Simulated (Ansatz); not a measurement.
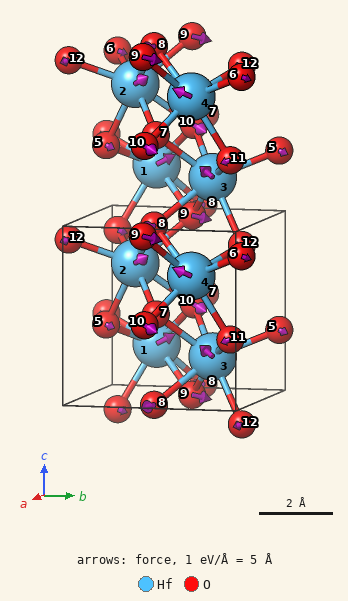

Starting geometry of crystalline HfO2 (set up in Pca2_1) with the computed forces as purple arrows. The picture is a ball-and-stick view of the cell of the calculation, repeated 1 × 1 × 2 with one cell outlined, seen slightly off an axis.

Case: volume × 0.97, shape and atoms relaxed.

The calculation used DFT r2SCAN, scalar-relativistic, plane waves, PAW in Ansatz 0.2.0. (plane-wave cutoff 500 eV; k-point mesh 6 × 6 × 6; occupations gaussian; smearing width 0.02 eV; no spin polarisation; cell relaxed at fixed volume; force threshold 0.01 eV/Å; at most 30 steps)

What follows when this structure is relaxed?

It isn't relaxed: the largest force vector, on Hf atoms, is 0.13 eV/Å. The final displacements follow the starting forces only in part (cosine between the two patterns 0.63). After 4 accepted moves (5 points after the start) the energy has fallen by 1.3 meV per atom. Largest force component: 0.097 eV/Å at the start, 0.0017 eV/Å at the end. The pressure goes from 8.55 to 7.27 GPa. At 1 point the geometry stayed and the basis and grid were re-selected for the new cell (energy shift of less than 0.05 meV per atom at most each time). The largest moves relative to the cell, 0.048 Å, are those of O5, O6, O11 and O12. O11 goes roughly along [1 −1 −1]. Largest moves by element: O 0.048 Å, Hf 0.017 Å. The drawn cell changes at constant volume: a 5.194 → 5.195 Å (0.0 %), b 4.980 → 4.984 Å (+0.1 %), c 5.008 → 5.003 Å (−0.1 %). Some distances before and after: Hf1–O7 2.222 → 2.190 Å, Hf1–O10 2.116 → 2.137 Å, Hf1–Hf4 3.431 → 3.422 Å, Hf1–O8 2.095 → 2.103 Å. The space group stays Pca2_1 (No. 29). Cost: 3.2 min on 2 threads of AMD EPYC 9R45 96-Core Processor (Zen 5) (shared host), peak memory 1.2 GiB.
